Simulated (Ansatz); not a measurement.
# Ni (fcc type): how the settings move a relaxation

How sensitive is a relaxation of Ni (fcc type) to its settings? A reference run comes first, then one run with altered input.

Program: Ansatz 0.2.0. Level of theory: reference: DFT, PBE, PAW with Ansatz's default frozen-core files, scalar-relativistic. These are calculated values, not measurements.

1 further run of the same task is left out (it didn't finish).

## 1. Starting point

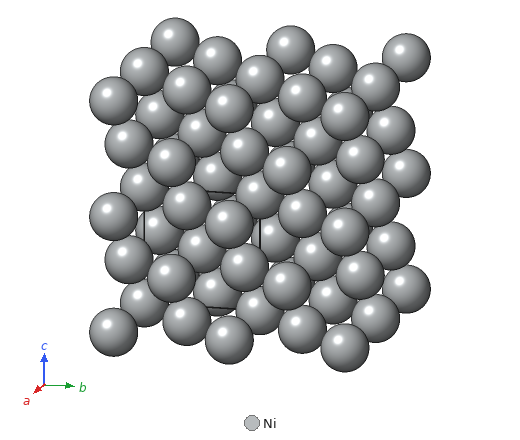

The starting structure, seen slightly off an axis (nickel light grey). 2×2×2 cells are drawn. Atoms on the faces are drawn again on the opposite ones. The cell drawn here is the conventional one.

Structure file:

```xyz
1
Lattice="0.0000 1.7597 1.7597 1.7597 0.0000 1.7597 1.7597 1.7597 0.0000" Properties=species:S:1:pos:R:3 pbc="T T T"
Ni    0.0000    0.0000    0.0000
```

## 2. Reference

Contents of input.yaml:

```yaml
crystal:
  lattice:
    - [0.0, 1.7597012234, 1.7597012234]
    - [1.7597012234, 0.0, 1.7597012234]
    - [1.7597012234, 1.7597012234, 0.0]
  atoms:
    - { symbol: Ni, position: [0.0, 0.0, 0.0], spin: 1.0 }
magnetization:
  spin_polarized: true
kpoints:
  mp_grid: { grid: [21, 21, 21] }
scf:
  occupations: { method: fermi_dirac, width: 0.05 }
hamiltonian:
  xc: pbe
  pseudopotentials: { kind: paw }
output:
  forces: true
  stress: true
  write_density: true
  write_potential: true
  elf: true
  volumetric_format: npy
relax:
  f_tol: 0.005
  max_steps: 40
  cell: {}
```

Command:

```bash
$ ansatz run input.yaml --threads 3 --pin off --max-ram 9216MiB --backend cpu --events-out ev --progress --plain --runs-dir out
```

Excerpt of the output:

```text
[...]
Basis set: ecut = 420 eV, 181 PW (Γ), exchange–correlation on 36×36×36 points (8 copies of the dense FFT grid, shifted against one another)
[...]
Magnetic group: BNS 225.116 (UNI 1618), of the structure as read, at distance tolerance 2.2e-5 Å
k-points: 286 of 9261
[...]
SCF iter   1: F=—  HF=-5839.016582 eV  |F-HF|=—  |Δ(HF+E_count)|=         —  Δρ=6.65e-2 (↑3.63e-2 ↓6.65e-2)  dr2=6.90e-1  dr2_m=2.63e-2  M=0.902 μB ∫|m|=0.972 μB  β_m=0.30  ethr=3.10e-3  ⟨swp⟩=5.7  Hψ=42391  notcnv=0
[...]
preconditioner: auto → none  [metal: Δε(μ)=0.002 eV  Ē_g=15.896 eV  σ=0.050 eV  W_gap=0.01  n_scr=0 (ndim 8)  ℏωp=35.6 eV  f_vac=0.000  D(μ)=1.61/eV (n_scr^D=26)]
SCF iter   2: F=—  HF=-5838.871368 eV  |F-HF|=—  |Δ(HF+E_count)|=   1.45e-1  Δρ=3.90e-2 (↑3.90e-2 ↓3.75e-2)  dr2=2.81e-1  dr2_m=6.36e-3  M=0.833 μB ∫|m|=0.910 μB  β_m=0.24  ethr=3.10e-3  ⟨swp⟩=2.6  Hψ=17023  notcnv=0  defer=193
[...]
relax step   1: F+E_penalty+E_count = -5839.72745084 eV  Δ(F+E_penalty+E_count) = +0.000e0 eV  max|allowed force component| = 0.000e0 eV/Å  Δτ_max = 0.0000 Å  P = -0.130 GPa  Ω = 10.898 Å³  (12 SCF iters, dr2 threshold 1.00e-7 eV, accepted)
[...]
relax step   2: F+E_penalty+E_count = -5839.72745426 eV  Δ(F+E_penalty+E_count) = -3.425e-6 eV  max|allowed force component| = 0.000e0 eV/Å  Δτ_max = 0.0000 Å  P = -0.067 GPa  Ω = 10.894 Å³  energy of the carried Pulay correction = +1.266e-6 eV  (7 SCF iters, 
[...]
relax step   3: F+E_penalty+E_count = -5839.72745639 eV  Δ(F+E_penalty+E_count) = -2.128e-6 eV  max|allowed force component| = 0.000e0 eV/Å  Δτ_max = 0.0000 Å  P = +0.001 GPa  Ω = 10.891 Å³  energy of the carried Pulay correction = +2.623e-6 eV  (7 SCF iters, 
[...]
SCF iter   6: F=—  HF=-5839.727452 eV  |F-HF|=—  |Δ(HF+E_count)|=  9.09e-13  Δρ=1.78e-7 (↑7.11e-8 ↓1.78e-7)  dr2=9.27e-13  dr2_m=1.46e-12  M=0.629 μB ∫|m|=0.720 μB  β_m=0.71  ethr=1.00e-12  ⟨swp⟩=1.5  Hψ=9332  notcnv=0
SCF iter   7: F=-5839.727452 eV  HF=-5839.727452 eV  |F-HF|=9.09e-13  |Δ(HF+E_count)|=  1.82e-12  Δρ=5.07e-8 (↑1.23e-8 ↓5.07e-8)  dr2=2.12e-13  dr2_m=5.07e-14  M=0.629 μB ∫|m|=0.720 μB  ethr=1.00e-12  ⟨swp⟩=3.0  Hψ=28508  notcnv=0
[...]
relax step   4: F+E_penalty+E_count = -5839.72745236 eV  Δ(F+E_penalty+E_count) = +4.035e-6 eV  max|allowed force component| = 0.000e0 eV/Å  Δτ_max = 0.0000 Å  P = +0.003 GPa  Ω = 10.891 Å³  stress off target by 2.74e-3 GPa  SCF on the basis re-selected at thi
[...]
SCF converged after 7 iterations
Magnetization: 0.6285 μB (9.3143 up, 8.6857 down)
[...]
Free energy (F): -5839.727452 eV
[...]
E sigma→0 (E₀):  -5839.720242 eV
[...]
Fermi energy:    18.166716 eV
[...]
  P = ⅓ Tr σ = 0.0027 GPa (0.027 kbar)
[...]
--- Relaxed structure (3 steps of the walk, 3 accepted, 1 SCFs on fresh bases) ---
[...]
```

Run time: 14 s. Hardware: 3 threads of Arm Neoverse V1, shared host; peak memory 0.37 GiB.

## 3. Changing settings: xc lda

input.yaml: that of step 2 with these lines changed.

```diff
@@ -14,3 +14,3 @@
 hamiltonian:
-  xc: pbe
+  xc: lda
   pseudopotentials: { kind: paw }
@@ -19,6 +19,2 @@
   stress: true
-  write_density: true
-  write_potential: true
-  elf: true
-  volumetric_format: npy
 relax:
```

Command:

```bash
$ ansatz run input.yaml --threads 3 --pin off --max-ram 9216MiB --backend cpu --events-out ev --progress --plain --runs-dir out
```

Output:

```text
Engine: ansatz 0.2.0
Pseudopotentials: kind: paw
Pseudopotential: Ni, paw, valence charge 18, recommended cutoff 420 eV (normal)
Functional definition: SPW92
  exchange = slater_x
  correlation = pw_c
Crystal: 1 atoms, lattice volume = 10.898 Å³
Basis set: ecut = 420 eV, 181 PW (Γ)
Bands: 14, of which v1, the nominal top of the filled ones, is band 9 counted from 1 (8 counted from 0)
Symmetry: 48 space group operations
Space group: Fm-3m (ITA 225), of the structure as read, at distance tolerance 2.2e-5 Å
Magnetic group: BNS 225.116 (UNI 1618), of the structure as read, at distance tolerance 2.2e-5 Å
k-points: 286 of 9261
Non-local potential: Ni, projectors of the file, l = 0: 3, l = 1: 2, l = 2: 3, l = 3: 1
PAW form: soft (Blöchl's): semilocal exchange-correlation on the pseudo side does not see the compensation charge
PAW frozen core: Ni, regenerated for the run's functional, and the local potential with it (the file was generated under x = pbe(κ = 0.804, μ = 0.2195149727645171), c = pbe(β = 0.06672455060314922))
PAW one-centre angular grid: Ni, 590 points (default); XC on 64 Gauss nodes
Initial density: superposition of atomic densities (chi_scale 0.1, normalization cell)
Starting moments: Σ|m| = 1 μB on 1 of 1 site
Initial wavefunctions: pseudopotential atomic-orbital guess
Functional: x = slater, c = lda
SCF iter   1: F=—  HF=-5772.707464 eV  |F-HF|=—  |Δ(HF+E_count)|=         —  Δρ=7.73e-2 (↑5.16e-2 ↓7.73e-2)  dr2=1.04e0  dr2_m=2.02e-2  M=0.896 μB ∫|m|=0.956 μB  β_m=0.30  ethr=3.10e-3  ⟨swp⟩=5.7  Hψ=42235  notcnv=0
Mixer restart at iter 1: flushing history
preconditioner: auto → none  [metal: Δε(μ)=0.003 eV  Ē_g=15.815 eV  σ=0.050 eV  W_gap=0.01  n_scr=0 (ndim 8)  ℏωp=35.6 eV  f_vac=0.000  D(μ)=1.61/eV (n_scr^D=26)]
SCF iter   2: F=—  HF=-5772.416004 eV  |F-HF|=—  |Δ(HF+E_count)|=   2.91e-1  Δρ=4.49e-2 (↑4.14e-2 ↓4.49e-2)  dr2=3.86e-1  dr2_m=6.63e-3  M=0.817 μB ∫|m|=0.883 μB  β_m=0.24  ethr=3.10e-3  ⟨swp⟩=2.9  Hψ=19372  notcnv=0  defer=191
SCF iter   3: F=—  HF=-5772.592241 eV  |F-HF|=—  |Δ(HF+E_count)|=   1.76e-1  Δρ=1.64e-2 (↑1.24e-2 ↓1.64e-2)  dr2=2.74e-2  dr2_m=4.91e-3  M=0.818 μB ∫|m|=0.885 μB  β_m=0.61  ethr=2.15e-3  ⟨swp⟩=2.5  Hψ=13906  notcnv=0  defer=190
SCF iter   4: F=—  HF=-5773.212067 eV  |F-HF|=—  |Δ(HF+E_count)|=         —  Δρ=4.59e-2 (↑8.61e-3 ↓4.59e-2)  dr2=1.17e-1  dr2_m=6.33e-2  M=0.657 μB ∫|m|=0.723 μB  β_m=0.61  ethr=1.52e-4  ⟨swp⟩=2.4  Hψ=14934  notcnv=0  defer=197
Mixer restart at iter 4: flushing history
SCF iter   5: F=—  HF=-5773.380516 eV  |F-HF|=—  |Δ(HF+E_count)|=   1.68e-1  Δρ=3.65e-2 (↑3.65e-2 ↓2.01e-2)  dr2=1.75e-1  dr2_m=7.65e-3  M=0.667 μB ∫|m|=0.735 μB  β_m=0.50  ethr=1.52e-4  ⟨swp⟩=3.0  Hψ=20504  notcnv=0  defer=232
SCF iter   6: F=—  HF=-5773.318284 eV  |F-HF|=—  |Δ(HF+E_count)|=   6.22e-2  Δρ=3.31e-2 (↑5.61e-3 ↓3.31e-2)  dr2=7.96e-2  dr2_m=2.45e-2  M=0.615 μB ∫|m|=0.681 μB  β_m=0.41  ethr=1.52e-4  ⟨swp⟩=2.8  Hψ=19687  notcnv=0  defer=244
SCF iter   7: F=—  HF=-5773.328351 eV  |F-HF|=—  |Δ(HF+E_count)|=   1.01e-2  Δρ=1.22e-2 (↑2.49e-3 ↓1.22e-2)  dr2=7.37e-3  dr2_m=4.86e-3  M=0.609 μB ∫|m|=0.675 μB  β_m=0.55  ethr=1.52e-4  ⟨swp⟩=2.2  Hψ=14041  notcnv=0  defer=244
SCF iter   8: F=—  HF=-5773.334074 eV  |F-HF|=—  |Δ(HF+E_count)|=   5.72e-3  Δρ=2.29e-3 (↑5.32e-4 ↓2.29e-3)  dr2=2.34e-4  dr2_m=1.86e-4  M=0.600 μB ∫|m|=0.666 μB  β_m=0.62  ethr=4.09e-5  ⟨swp⟩=2.3  Hψ=13499  notcnv=0  defer=248
SCF iter   9: F=—  HF=-5773.334394 eV  |F-HF|=—  |Δ(HF+E_count)|=   3.20e-4  Δρ=5.84e-4 (↑9.39e-5 ↓5.84e-4)  dr2=1.92e-5  dr2_m=1.02e-5  M=0.598 μB ∫|m|=0.664 μB  β_m=0.78  ethr=1.30e-6  ⟨swp⟩=2.2  Hψ=11243  notcnv=0  defer=248
SCF iter  10: F=—  HF=-5773.334417 eV  |F-HF|=—  |Δ(HF+E_count)|=   2.28e-5  Δρ=1.32e-4 (↑2.00e-5 ↓1.32e-4)  dr2=1.38e-6  dr2_m=3.56e-7  M=0.598 μB ∫|m|=0.663 μB  β_m=0.89  ethr=1.07e-7  ⟨swp⟩=2.2  Hψ=10952  notcnv=0  defer=248
SCF iter  11: F=—  HF=-5773.334417 eV  |F-HF|=—  |Δ(HF+E_count)|=   5.51e-7  Δρ=3.12e-6 (↑3.12e-6 ↓4.98e-7)  dr2=7.78e-10  dr2_m=2.16e-10  M=0.598 μB ∫|m|=0.663 μB  β_m=0.81  ethr=7.68e-9  ⟨swp⟩=2.3  Hψ=10862  notcnv=0  defer=248
SCF iter  12: F=-5773.334417 eV  HF=-5773.334417 eV  |F-HF|=2.61e-10  |Δ(HF+E_count)|=   1.16e-9  Δρ=1.68e-6 (↑1.68e-6 ↓5.71e-7)  dr2=2.91e-10  dr2_m=3.13e-11  M=0.598 μB ∫|m|=0.663 μB  ethr=4.32e-12  ⟨swp⟩=1.6  Hψ=23889  notcnv=0
SCF 1 converged in 12 iterations: F = -5773.334417 eV  dr2 = 2.91e-10
relax step   1: F+E_penalty+E_count = -5773.33441713 eV  Δ(F+E_penalty+E_count) = +0.000e0 eV  max|allowed force component| = 0.000e0 eV/Å  Δτ_max = 0.0000 Å  P = -17.335 GPa  Ω = 10.898 Å³  (12 SCF iters, dr2 threshold 1.00e-7 eV, accepted)
[... 20 lines left out ...]
relax step   2: F+E_penalty+E_count = -5773.37367581 eV  Δ(F+E_penalty+E_count) = -3.926e-2 eV  max|allowed force component| = 0.000e0 eV/Å  Δτ_max = 0.0000 Å  P = -9.183 GPa  Ω = 10.434 Å³  energy of the carried Pulay correction = +3.153e-4 eV  (12 SCF iters, dr2 threshold 1.00e-7 eV, accepted)
[... 12 lines left out ...]
relax step   3: F+E_penalty+E_count = -5773.38565580 eV  Δ(F+E_penalty+E_count) = -1.198e-2 eV  max|allowed force component| = 0.000e0 eV/Å  Δτ_max = 0.0000 Å  P = +1.883 GPa  Ω = 9.957 Å³  energy of the carried Pulay correction = +6.544e-4 eV  (8 SCF iters, dr2 threshold 1.00e-7 eV, accepted)
[... 12 lines left out ...]
relax step   4: F+E_penalty+E_count = -5773.38601921 eV  Δ(F+E_penalty+E_count) = -3.634e-4 eV  max|allowed force component| = 0.000e0 eV/Å  Δτ_max = 0.0000 Å  P = -0.143 GPa  Ω = 10.035 Å³  energy of the carried Pulay correction = +5.978e-4 eV  (8 SCF iters, dr2 threshold 1.00e-7 eV, accepted)
[... 11 lines left out ...]
relax step   5: F+E_penalty+E_count = -5773.38602583 eV  Δ(F+E_penalty+E_count) = -6.618e-6 eV  max|allowed force component| = 0.000e0 eV/Å  Δτ_max = 0.0000 Å  P = -0.005 GPa  Ω = 10.029 Å³  energy of the carried Pulay correction = +6.018e-4 eV  (7 SCF iters, dr2 threshold 5.13e-8 eV, accepted)
[... 13 lines left out ...]
relax step   6: F+E_penalty+E_count = -5773.38551461 eV  Δ(F+E_penalty+E_count) = +5.112e-4 eV  max|allowed force component| = 0.000e0 eV/Å  Δτ_max = 0.0000 Å  P = -0.022 GPa  Ω = 10.029 Å³  stress off target by 2.18e-2 GPa  SCF on the basis re-selected at this cell (its energy is not comparable with the rows above)  (9 SCF iters)
basis re-selected at this cell: Δ(F+E_penalty+E_count) = +5.112e-4 eV, ΔP = -0.017 GPa vs the last step (what re-selecting the basis moved, of the pressure what is left beyond the Pulay correction that the steps carried, after the strain that the cell walked since its last selection, with what the two solves' SCF thresholds leave and, on support functions, any second-order correction that the steps lacked; it is no measure of the basis error at this ecutwfc). This SCF's stress stands 2.18e-2 GPa from its target on what of the cell is left free (relax.cell.stress_tol is 5.00e-2 GPa) and its largest allowed force component is 0.00e0 eV/Å (relax.f_tol is 5.00e-3 eV/Å): within both
SCF converged after 9 iterations
Magnetization: 0.5766 μB (9.2883 up, 8.7117 down)
Absolute magnetization: 0.6349 μB (∫|ρ↑−ρ↓|, with the PAW one-centre terms)
Spin contamination: 0.0035 ħ² per cell (⟨S²⟩ above its minimum at these occupations)
Per-site moments (μB) at R_I (Å): [(0.6022134071044773, 0.9985034329895264)]
Free energy (F): -5773.385515 eV
Harris-Foulkes:  -5773.385515 eV  (|F-HF|=9.09e-13)
Internal energy: -5773.372142 eV  (E = F + TS)
E sigma→0 (E₀):  -5773.378829 eV
Entropy (-TS):   -0.013372 eV (-13.372 meV/atom)
Fermi energy:    19.641451 eV
--- Per-component energies (eV) ---
  E_band       = -256.766895
  E_kinetic    = 284.541173
  E_local      = -3303.746924  (includes V_loc(G=0)·N_el)
  E_nonlocal   = 637.823936
  E_hartree    = 1379.500443
  E_xc         = -85.444016
  E_vxc        = -110.625660  (∫ρ·V_xc dr)
  E_paw        = -1562.183343  (= ΣΔE_a)
  E_vpaw       = -523.760990  (= ΣTr[D̂ρ^β])
  E_aug_tail   = 0.000696  (compensation charges beyond the density's cutoff)
  E_ewald      = -3124.298227
  E_core_change = 0.434120  (= ΣΔE_core)
  E_smearing   = -0.013372  (= −TS)
  E_closure    = 0.000000  (closes the sum)
  Σ components = -5773.385515   (vs F -5773.385515, Δ=0.00e0)
--- Forces (eV/Å), atoms counted from 1 ---
  atom   1  Ni     0.00000000    -0.00000000    -0.00000000
  max |Σ_I F_I| component: 1.13e-32 eV/Å
--- Stress (GPa, compression-positive) ---
       -0.021824      -0.000000       0.000000
       -0.000000      -0.021824      -0.000000
       -0.000000      -0.000000      -0.021824
  P = ⅓ Tr σ = -0.0218 GPa (-0.218 kbar)
--- Relaxed structure (5 steps of the walk, 5 accepted, 1 SCFs on fresh bases) ---
  F+E_penalty+E_count = -5773.38551461 eV   max|allowed force component| = 0.000e0 eV/Å   (the final SCF, on the basis selected at the relaxed cell)
  cell:  # Å, volume = 10.0291 Å³
    - [-1.3526620263602496e-33, 1.711632844860464, 1.711632844860464]
    - [1.711632844860464, -2.5277823994193126e-34, 1.711632844860464]
    - [1.711632844860464, 1.711632844860464, 1.8299550965016425e-33]
  atoms:
    - { symbol: Ni, position: [0.0, 0.0, 0.0] }
```

Wall time 22 s (3 threads of Arm Neoverse V1, shared host); peak memory 0.36 GiB.

A change of functional puts the total energy on another scale; the absolute moment goes from 0.72 to 0.63 μB and the final volume goes from 10.89 to 10.03 Å³.

## 4. Side by side

```
      run     ending   energy change  pressure (GPa)  abs. moment (μB)  force (eV/Å)  cycles  time
reference  converged               -             0.0              0.72          0.00      33  14 s
1: xc lda  converged  not comparable             0.0              0.63          0.00      56  22 s
```

Times don't compare one to one where runs were asked for different outputs or read a saved state (see the inputs); cycles may leave out searches for a lower state.

What this shows: Total energies don't compare across a change of functional; the absolute moment goes from 0.72 to 0.63 μB and the final volume goes from 10.89 to 10.03 Å³.
